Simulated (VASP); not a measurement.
**Ge17Se15: geometry relaxation (part 6 of 9)**

Continued. System: Ge17Se15 (defect cell, 32 atoms in the cell). Method: Kohn-Sham DFT of a periodic cell, PBE, VASP PAW PBE potentials, recommended, spin-polarised (VASP 6.6.1); cutoff 450 eV, 2×2×2 k-mesh, Gaussian smearing of 0.01 eV, collinear spins. The structure derives from an entry of the Crystallography Open Database.

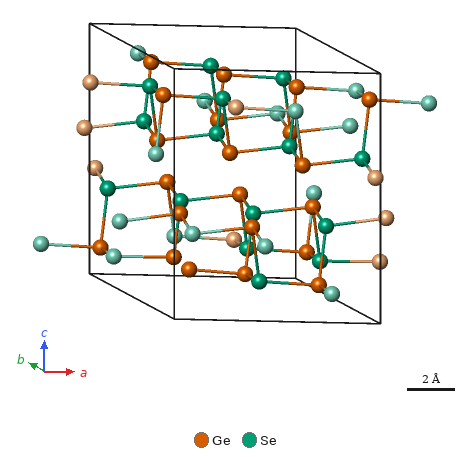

*The input geometry (ball-and-stick view of the cell of the calculation, seen slightly off an axis; neighbours outside the cell are drawn fainter). An atom can appear more than once, as a periodic image.*

Parts of OUTCAR, continued
```
    116      -2.8822      1.00000
    117      -1.7217      1.00000
    118      -0.7601      1.00000
    119      -0.7488      1.00000
    120      -0.6716      1.00000
    121      -0.5705      1.00000
    122      -0.4942      1.00000
    123      -0.3907      1.00000
    124      -0.3341      1.00000
    125      -0.2031      1.00000
    126      -0.1833      1.00000
    127      -0.0201      1.00000
    128       0.1274      1.00000
    129       0.3212      1.00000
    130       0.3665      1.00000
    131       0.5175      1.00000
    132       0.5215      1.00000
    133       0.6291      1.00000
    134       0.7234      1.00000
    135       0.7701      1.00000
    136       0.9681      1.00000
    137       1.1197      1.00000
    138       1.1337      1.00000
    139       1.2198      1.00000
    140       1.2660      1.00000
    141       1.4470      1.00000
    142       1.4820      1.00000
    143       1.7087      1.00000
    144       1.7405      1.00000
    145       1.8262      1.00000
    146       1.8318      1.00000
    147       1.9167      1.00000
    148       2.0094      1.00000
    149       2.1558      1.00000
    150       2.1657      1.00000
    151       2.2090      1.00000
    152       2.2785      1.00000
    153       2.3966      1.00000
    154       2.4084      1.00000
    155       2.4763      1.00000
    156       2.5506      1.00000
    157       2.6868      1.00000
    158       2.6899      1.00000
    159       2.8443      1.00000
    160       3.0120      1.00000
    161       3.0467      1.00000
    162       3.0698      1.00000
    163       3.5060      1.00000
    164       3.6721      1.00000
    165       4.2138      0.00000
    166       5.0995      0.00000
    167       5.1556      0.00000
    168       5.2960      0.00000
    169       5.4987      0.00000
    170       5.5443      0.00000
    171       5.6200      0.00000
    172       5.6349      0.00000
    173       5.6701      0.00000
    174       5.9264      0.00000
    175       5.9960      0.00000
    176       6.0222      0.00000

 k-point     3 :      -0.2500    0.2500    0.2500
  band No.  band energies     occupation
      1     -20.9310      1.00000
      2     -20.9274      1.00000
      3     -20.9214      1.00000
      4     -20.9189      1.00000
      5     -20.9180      1.00000
      6     -20.9149      1.00000
      7     -20.9088      1.00000
      8     -20.9072      1.00000
      9     -20.9041      1.00000
     10     -20.9027      1.00000
     11     -20.9026      1.00000
     12     -20.8944      1.00000
     13     -20.8939      1.00000
     14     -20.8916      1.00000
     15     -20.8865      1.00000
     16     -20.8836      1.00000
     17     -20.8830      1.00000
     18     -20.8803      1.00000
     19     -20.8792      1.00000
     20     -20.8784      1.00000
     21     -20.8747      1.00000
     22     -20.8739      1.00000
     23     -20.8729      1.00000
     24     -20.8717      1.00000
     25     -20.8712      1.00000
     26     -20.8692      1.00000
     27     -20.8669      1.00000
     28     -20.8652      1.00000
     29     -20.8621      1.00000
     30     -20.8602      1.00000
     31     -20.8587      1.00000
     32     -20.8538      1.00000
     33     -20.8508      1.00000
     34     -20.8396      1.00000
     35     -20.8387      1.00000
     36     -20.8380      1.00000
     37     -20.8332      1.00000
     38     -20.8322      1.00000
     39     -20.8311      1.00000
     40     -20.8295      1.00000
     41     -20.8263      1.00000
     42     -20.8256      1.00000
     43     -20.8187      1.00000
     44     -20.8174      1.00000
     45     -20.8132      1.00000
     46     -20.8118      1.00000
     47     -20.8069      1.00000
     48     -20.8037      1.00000
     49     -20.8035      1.00000
     50     -20.7996      1.00000
     51     -20.7984      1.00000
     52     -20.7982      1.00000
     53     -20.7917      1.00000
     54     -20.7910      1.00000
     55     -20.7837      1.00000
     56     -20.7812      1.00000
     57     -20.7809      1.00000
     58     -20.7773      1.00000
     59     -20.7769      1.00000
     60     -20.7754      1.00000
     61     -20.7728      1.00000
     62     -20.7711      1.00000
     63     -20.7625      1.00000
     64     -20.7610      1.00000
     65     -20.7607      1.00000
     66     -20.5791      1.00000
     67     -20.5675      1.00000
     68     -20.4865      1.00000
     69     -20.4862      1.00000
     70     -20.4702      1.00000
     71     -20.4243      1.00000
     72     -20.4205      1.00000
     73     -20.4135      1.00000
     74     -20.4101      1.00000
     75     -20.3437      1.00000
     76     -20.3400      1.00000
     77     -20.3253      1.00000
     78     -20.3191      1.00000
     79     -20.3059      1.00000
     80     -20.3017      1.00000
     81     -19.8906      1.00000
     82     -19.8783      1.00000
     83     -19.8752      1.00000
     84     -19.8301      1.00000
     85     -19.8290      1.00000
     86     -10.2817      1.00000
     87     -10.0397      1.00000
     88      -9.5841      1.00000
     89      -9.5403      1.00000
     90      -9.5139      1.00000
     91      -9.3908      1.00000
     92      -9.2646      1.00000
     93      -9.1277      1.00000
     94      -9.0932      1.00000
     95      -9.0628      1.00000
     96      -9.0031      1.00000
     97      -8.9289      1.00000
     98      -8.8734      1.00000
     99      -8.8226      1.00000
    100      -8.7114      1.00000
    101      -5.5038      1.00000
    102      -4.7879      1.00000
    103      -4.6079      1.00000
    104      -4.5012      1.00000
    105      -4.4234      1.00000
    106      -4.2807      1.00000
    107      -4.2432      1.00000
    108      -4.1867      1.00000
    109      -3.9954      1.00000
    110      -3.8789      1.00000
    111      -3.8476      1.00000
    112      -3.7378      1.00000
    113      -3.6269      1.00000
    114      -3.5913      1.00000
    115      -3.1343      1.00000
    116      -2.3417      1.00000
    117      -1.3855      1.00000
    118      -1.0715      1.00000
    119      -1.0021      1.00000
    120      -0.9725      1.00000
    121      -0.6218      1.00000
    122      -0.4612      1.00000
    123      -0.1488      1.00000
    124      -0.0874      1.00000
    125       0.2211      1.00000
    126       0.2399      1.00000
    127       0.2743      1.00000
    128       0.3285      1.00000
    129       0.3834      1.00000
    130       0.4254      1.00000
    131       0.6224      1.00000
    132       0.6627      1.00000
    133       0.7115      1.00000
    134       0.7268      1.00000
    135       0.7951      1.00000
    136       0.8179      1.00000
    137       0.9032      1.00000
    138       0.9413      1.00000
    139       1.0236      1.00000
    140       1.0514      1.00000
    141       1.3074      1.00000
    142       1.3373      1.00000
    143       1.4847      1.00000
    144       1.6707      1.00000
    145       1.7115      1.00000
    146       1.7700      1.00000
    147       1.8131      1.00000
    148       1.9405      1.00000
    149       1.9491      1.00000
    150       2.0827      1.00000
    151       2.1420      1.00000
    152       2.2032      1.00000
    153       2.2509      1.00000
    154       2.4576      1.00000
    155       2.5119      1.00000
    156       2.5925      1.00000
    157       2.6471      1.00000
    158       2.8981      1.00000
    159       2.9501      1.00000
    160       3.0416      1.00000
    161       3.1056      1.00000
    162       3.2647      1.00000
    163       3.6032      1.00000
    164       3.8048      1.00000
    165       4.1942      0.00000
    166       4.7767      0.00000
    167       5.1022      0.00000
    168       5.2197      0.00000
    169       5.3401      0.00000
    170       5.3909      0.00000
    171       5.4733      0.00000
    172       5.6703      0.00000
    173       5.7667      0.00000
    174       5.9078      0.00000
    175       5.9776      0.00000
    176       6.0307      0.00000

 k-point     4 :       0.2500   -0.2500    0.2500
  band No.  band energies     occupation
      1     -20.9310      1.00000
      2     -20.9274      1.00000
      3     -20.9214      1.00000
      4     -20.9190      1.00000
      5     -20.9180      1.00000
      6     -20.9149      1.00000
      7     -20.9088      1.00000
      8     -20.9072      1.00000
      9     -20.9041      1.00000
     10     -20.9027      1.00000
     11     -20.9026      1.00000
     12     -20.8944      1.00000
     13     -20.8939      1.00000
     14     -20.8916      1.00000
     15     -20.8865      1.00000
     16     -20.8836      1.00000
     17     -20.8830      1.00000
     18     -20.8803      1.00000
     19     -20.8792      1.00000
     20     -20.8784      1.00000
     21     -20.8747      1.00000
     22     -20.8739      1.00000
     23     -20.8729      1.00000
     24     -20.8717      1.00000
     25     -20.8712      1.00000
     26     -20.8692      1.00000
     27     -20.8669      1.00000
     28     -20.8652      1.00000
     29     -20.8621      1.00000
     30     -20.8602      1.00000
     31     -20.8587      1.00000
     32     -20.8538      1.00000
     33     -20.8508      1.00000
     34     -20.8396      1.00000
     35     -20.8387      1.00000
     36     -20.8380      1.00000
     37     -20.8332      1.00000
     38     -20.8322      1.00000
     39     -20.8311      1.00000
     40     -20.8295      1.00000
     41     -20.8263      1.00000
     42     -20.8256      1.00000
     43     -20.8187      1.00000
     44     -20.8174      1.00000
     45     -20.8132      1.00000
     46     -20.8118      1.00000
     47     -20.8069      1.00000
     48     -20.8037      1.00000
     49     -20.8035      1.00000
     50     -20.7996      1.00000
     51     -20.7984      1.00000
     52     -20.7982      1.00000
     53     -20.7917      1.00000
     54     -20.7910      1.00000
     55     -20.7837      1.00000
     56     -20.7812      1.00000
     57     -20.7809      1.00000
     58     -20.7773      1.00000
     59     -20.7769      1.00000
     60     -20.7754      1.00000
     61     -20.7728      1.00000
     62     -20.7711      1.00000
     63     -20.7625      1.00000
     64     -20.7610      1.00000
     65     -20.7607      1.00000
     66     -20.5791      1.00000
     67     -20.5675      1.00000
     68     -20.4865      1.00000
     69     -20.4862      1.00000
     70     -20.4702      1.00000
     71     -20.4243      1.00000
     72     -20.4205      1.00000
     73     -20.4135      1.00000
     74     -20.4101      1.00000
     75     -20.3437      1.00000
     76     -20.3400      1.00000
     77     -20.3253      1.00000
     78     -20.3191      1.00000
     79     -20.3059      1.00000
     80     -20.3017      1.00000
     81     -19.8906      1.00000
     82     -19.8783      1.00000
     83     -19.8752      1.00000
     84     -19.8301      1.00000
     85     -19.8290      1.00000
     86     -10.2817      1.00000
     87     -10.0397      1.00000
     88      -9.5838      1.00000
     89      -9.5405      1.00000
     90      -9.5144      1.00000
     91      -9.3905      1.00000
     92      -9.2646      1.00000
     93      -9.1278      1.00000
     94      -9.0926      1.00000
     95      -9.0636      1.00000
     96      -9.0031      1.00000
     97      -8.9291      1.00000
     98      -8.8726      1.00000
     99      -8.8229      1.00000
    100      -8.7115      1.00000
    101      -5.5039      1.00000
    102      -4.7878      1.00000
    103      -4.6083      1.00000
    104      -4.5015      1.00000
    105      -4.4229      1.00000
    106      -4.2804      1.00000
    107      -4.2433      1.00000
    108      -4.1866      1.00000
    109      -3.9950      1.00000
    110      -3.8791      1.00000
    111      -3.8478      1.00000
    112      -3.7380      1.00000
    113      -3.6282      1.00000
    114      -3.5898      1.00000
    115      -3.1344      1.00000
    116      -2.3418      1.00000
    117      -1.3857      1.00000
    118      -1.0714      1.00000
    119      -1.0023      1.00000
    120      -0.9729      1.00000
    121      -0.6212      1.00000
    122      -0.4610      1.00000
    123      -0.1489      1.00000
    124      -0.0878      1.00000
    125       0.2208      1.00000
    126       0.2408      1.00000
    127       0.2734      1.00000
    128       0.3294      1.00000
    129       0.3831      1.00000
    130       0.4254      1.00000
    131       0.6214      1.00000
    132       0.6627      1.00000
    133       0.7112      1.00000
    134       0.7281      1.00000
    135       0.7946      1.00000
    136       0.8181      1.00000
    137       0.9033      1.00000
    138       0.9419      1.00000
    139       1.0242      1.00000
    140       1.0508      1.00000
    141       1.3075      1.00000
    142       1.3375      1.00000
    143       1.4841      1.00000
    144       1.6703      1.00000
    145       1.7125      1.00000
    146       1.7702      1.00000
    147       1.8131      1.00000
    148       1.9395      1.00000
    149       1.9511      1.00000
    150       2.0827      1.00000
    151       2.1415      1.00000
    152       2.2014      1.00000
    153       2.2524      1.00000
    154       2.4573      1.00000
    155       2.5125      1.00000
    156       2.5917      1.00000
    157       2.6461      1.00000
    158       2.8976      1.00000
    159       2.9505      1.00000
    160       3.0429      1.00000
    161       3.1053      1.00000
    162       3.2644      1.00000
    163       3.6015      1.00000
    164       3.8053      1.00000
    165       4.1951      0.00000
    166       4.7770      0.00000
    167       5.1016      0.00000
    168       5.2193      0.00000
    169       5.3403      0.00000
    170       5.3902      0.00000
    171       5.4728      0.00000
    172       5.6713      0.00000
    173       5.7670      0.00000
    174       5.9064      0.00000
    175       5.9787      0.00000
    176       6.0326      0.00000
 [bands above 176 left out]

------------------------ aborting loop because EDIFF is reached ----------------------------------------

  FORCE on cell =-STRESS in cart. coord.  units (eV):
  Direction    XX          YY          ZZ          XY          YZ          ZX
  --------------------------------------------------------------------------------------
  -------------------------------------------------------------------------------------
  Total        4.3068602      5.5051554      6.0408113      0.0014443     -0.0442670     -0.6361138
  in kB        8.7811130     11.2242769     12.3164079      0.0029448     -0.0902545     -1.2969511
  external PRESSURE =      10.7739326 kB  Pullay stress =       0.0000000 kB

 VOLUME and BASIS-vectors are now :
 -----------------------------------------------------------------------------
  energy-cutoff  :      450.00
  volume of cell :      785.82
      direct lattice vectors                 reciprocal lattice vectors
     0.000000000  7.767542000 -4.522527000     0.000000000  0.064370428 -0.110557659
     0.000000000 -7.767542000 -4.522527000    -0.000000000 -0.064370428 -0.110557659
   -11.184769000  0.000000000  0.000000000    -0.089407300  0.000000000 -0.000000000

 POSITION                                       TOTAL-FORCE (eV/Angst)
 -----------------------------------------------------------------------------------
     -9.94879     -0.96775     -0.65108         0.001775     -0.004266      0.000126
     -9.86854     -4.81854     -5.06994        -0.000798     -0.002659     -0.000316
     -9.86962      2.88077     -5.06969        -0.003229      0.003080      0.000951
     -9.81968     -0.96918     -5.04953        -0.003791      0.001894      0.002245
     -4.19893     -0.96899     -1.62422         0.013506      0.000518      0.000226
     -4.11100     -4.78031     -6.24877        -0.005613      0.004561      0.003458
     -4.11432      2.84811     -6.24954        -0.003435     -0.002817      0.001097
     -4.13647     -0.96804     -6.22161        -0.007833     -0.000135      0.006513
     -6.96375     -2.89943     -2.81026         0.004569      0.001779     -0.006988
     -6.96481      0.96183     -2.81120         0.005741     -0.002744     -0.002749
     -7.02987      0.96999     -7.34930        -0.000253     -0.001813      0.000518
     -7.03094     -2.90789     -7.35009         0.004427      0.002667      0.003178
     -1.20407     -2.88444     -3.79794        -0.004596     -0.003583     -0.000752
     -1.21505      0.94786     -3.80288         0.007838      0.013143     -0.004064
     -1.51883     -6.86994     -4.14660         0.000037     -0.000630     -0.000725
     -1.51682      4.93271     -4.14445        -0.001486      0.001823     -0.001954
     -1.66749     -0.96592     -2.11297        -0.001217     -0.008007      0.007729
     -1.58199      2.97373     -2.27784        -0.000083      0.004443      0.003368
     -1.58438      2.85689     -6.79971         0.003875      0.000166      0.001666
     -1.63181     -0.96732     -6.90480        -0.004987     -0.002095      0.004993
     -7.23992     -0.96919     -4.52906        -0.002581     -0.000816     -0.005646
     -7.27661      2.90628     -4.53958        -0.002309      0.000178     -0.002703
     -7.27482     -4.84378     -4.53906        -0.004034     -0.000511     -0.001145
     -7.35005      6.79889     -4.53719        -0.001099     -0.001576      0.002288
     -4.04911      4.80622     -4.47696        -0.003465      0.008966      0.000959
     -4.05023     -6.74191     -4.47930        -0.000864     -0.007331      0.003392
     -3.80756      0.94434     -4.51306         0.003741     -0.005193      0.000596
     -3.80029     -2.87585     -4.51149         0.003784     -0.001362     -0.001917
     -9.54661     -2.92058     -2.30278         0.000197      0.002220     -0.002941
     -9.54691      0.98201     -2.30419         0.000453      0.003152     -0.002495
     -9.56960      0.96756     -6.78750         0.003960     -0.002150     -0.006417
     -9.56946     -2.90472     -6.78803        -0.002232     -0.000901     -0.002486
 -----------------------------------------------------------------------------------
    total drift:                                0.000993     -0.012660      0.010700

  FREE ENERGIE OF THE ION-ELECTRON SYSTEM (eV)
  ---------------------------------------------------
  free  energy   TOTEN  =      -130.5064255143 eV

  energy  without entropy=     -130.5064255143  energy(sigma->0) =     -130.50642551

 reached required accuracy - stopping structural energy minimisation

 total charge

# of ion       s       p       d       tot
```
